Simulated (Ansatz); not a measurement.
A periodic structure is given below.

```cif
data_structure
_symmetry_space_group_name_H-M 'P 1'
_symmetry_Int_Tables_number 1
_cell_length_a 2.8046
_cell_length_b 2.8046
_cell_length_c 2.8046
_cell_angle_alpha 90.000
_cell_angle_beta 90.000
_cell_angle_gamma 90.000
_cell_volume 22.06
loop_
_atom_site_label
_atom_site_type_symbol
_atom_site_fract_x
_atom_site_fract_y
_atom_site_fract_z
_atom_site_occupancy
Co1 Co 0.00000 0.00000 0.00000 1
Co2 Co 0.50000 0.50000 0.50000 1
```

> Summarise the structure in words.

The element is cobalt. The atoms follow space group Im-3m (No. 229); the Bravais lattice is body-centred cubic. The structure is of the kind named body-centred cubic (W type). The cell holds two atoms. Co is coordinated by eight Co in a cubic arrangement at 2.43 Å. The bonds build a three-dimensional framework.

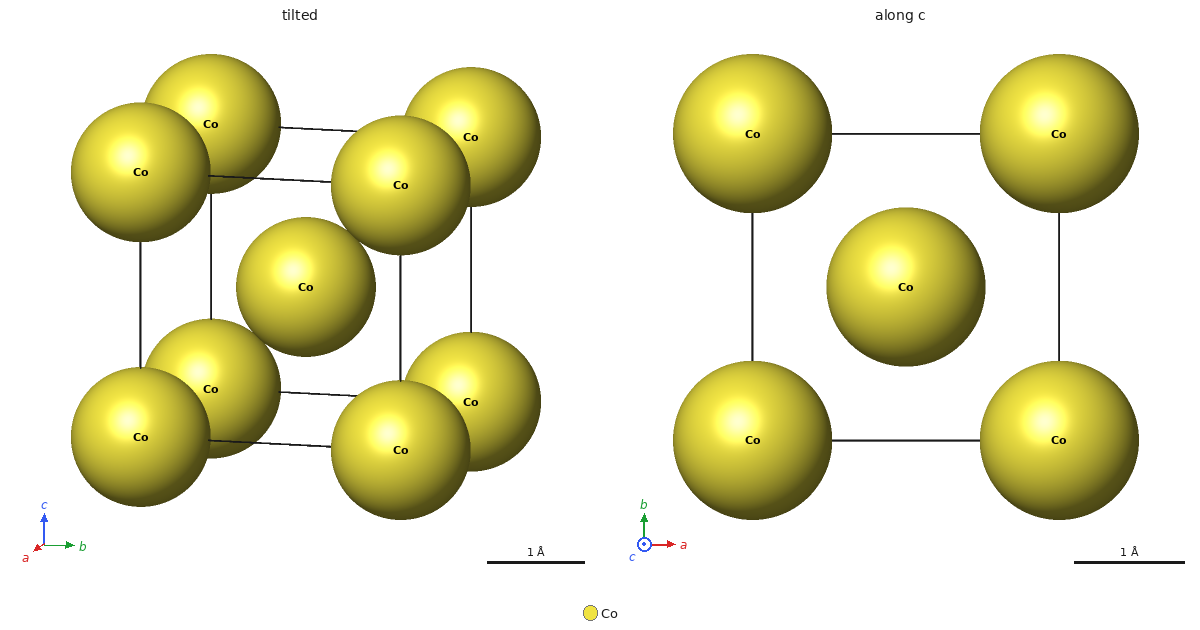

The figure gives a spheres-only picture of the atoms, viewed slightly off an axis and along the c axis. Thin lines show the conventional unit cell, with boundary atoms drawn in all their periodic places. Colours: cobalt yellow.

The model was built from a structure listed in the Materials Project. Earlier steps of the study may have refined or changed the cell and positions. It went into a calculation with Ansatz.
